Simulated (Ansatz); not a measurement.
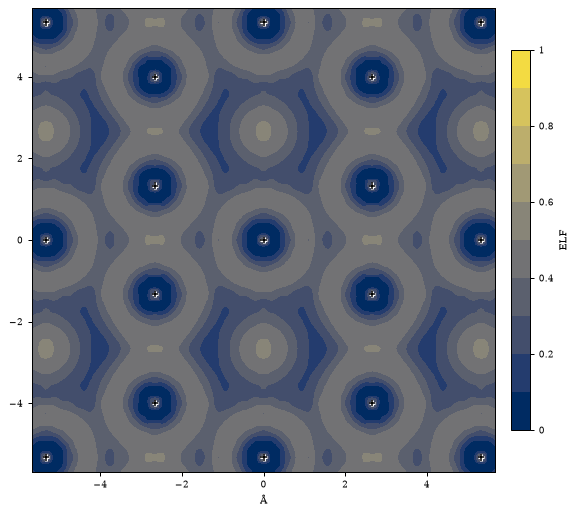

The electron localisation function on a plane through atoms (crosses mark nuclei in the plane).

Computed with DFT, PBEsol, plane waves (420 eV) with PAW, scalar-relativistic (Ansatz 0.2.0).

Candidates:
A. Ni, a = 2.45 Å, b = 2.45 Å, c = 4.02 Å, α = 90.00°, β = 90.00°, γ = 120.00°. Space group P6₃/mmc; set up as Ni, beta-Sn type; a generated structure, not necessarily the stable one; changed on purpose from its base cell (volume × 1.0); spin-polarised.
B. Ge, a = 5.33 Å, b = 5.33 Å, c = 5.33 Å, α = 90.00°, β = 90.00°, γ = 90.00°. Space group Pm-3n; set up as Ge, A15; a generated structure, not necessarily the stable one.

Which system is this?

Answer. Candidate B: Ge on the (100) plane of the conventional cell, which holds Ge. Ge–Ge (2.66 Å): the ELF reaches about 0.50 near the midpoint.
